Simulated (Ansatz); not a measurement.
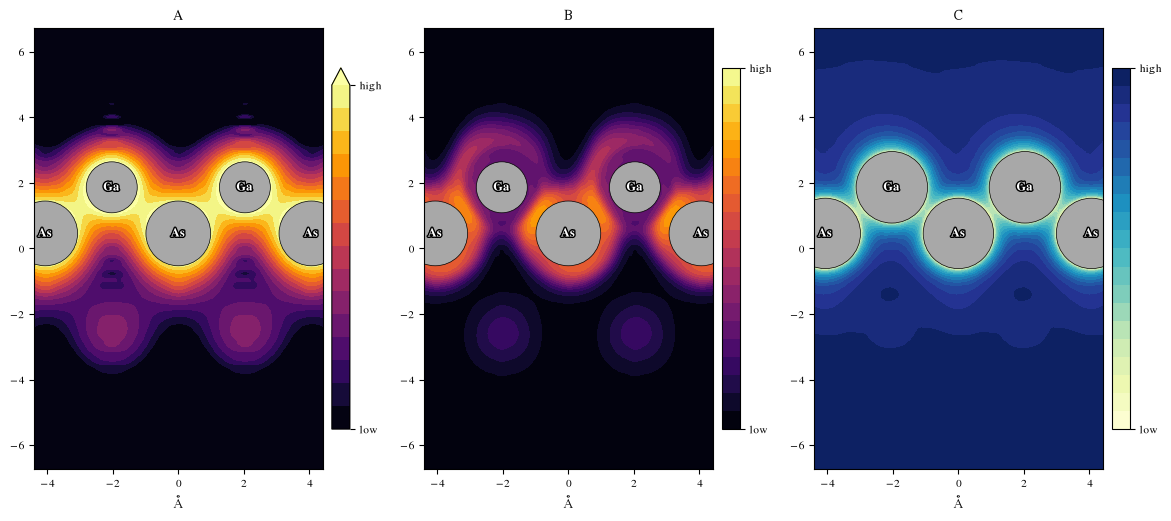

Ga$_{2}$As$_{2}$H (slab): 3 fields on the (010) plane of the calculation cell, a cut from vacuum to vacuum, with unlabelled colour scales. Grey discs cover the atomic cores.

A point of a scan over the structure, not its minimum; not relaxed (largest force 1.5 eV/Å); PAW files of the earlier set (soft_1); the program warned that a starting moment wasn't kept; spin-polarised.

All numbers below come from DFT PBE, scalar-relativistic, plane waves, PAW (Ansatz).

The panels show electron localisation function, electrostatic potential energy of an electron and valence pseudo-density in some order. Assign them.

Answer. Panel A: valence pseudo-density. Panel B: electron localisation function. Panel C: electrostatic potential energy of an electron (low next to the atoms, rising into the space between them). From the grid: Ga–As (2.47 Å): ρ is about 0.47 e/Å³ halfway; the ELF peaks at about 0.80 between the atoms.
